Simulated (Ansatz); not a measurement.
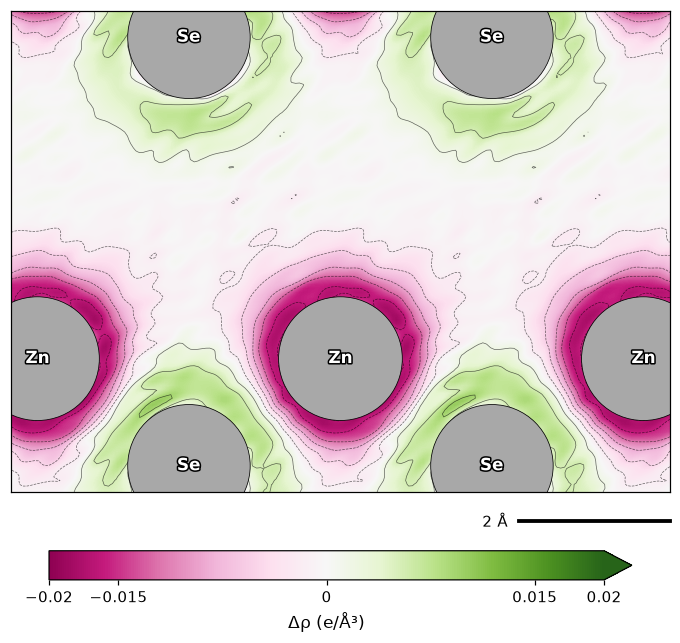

ZnSe. Difference of the valence pseudo-densities of two functionals at the same geometry, on the (11̄0) plane of the calculation cell: r2SCAN50 less PBEsol0.

Both computed with Ansatz (plane waves, PAW), on the same k-point mesh. Grey discs cover the atomic cores.

```
CELL_PARAMETERS angstrom
0.00000 2.83380 2.83380
2.83380 0.00000 2.83380
2.83380 2.83380 0.00000
ATOMIC_POSITIONS crystal
Se 0.75000 0.75000 0.75000
Zn 0.00000 0.00000 0.00000
```

**What does the difference map show?**

Against PBEsol0, r2SCAN50 gives more density around Se (+0.007 e/Å³ on average at 1.0 Å from the nucleus) and less density around Zn (−0.016 e/Å³ on average at 1.0 Å from the nucleus).
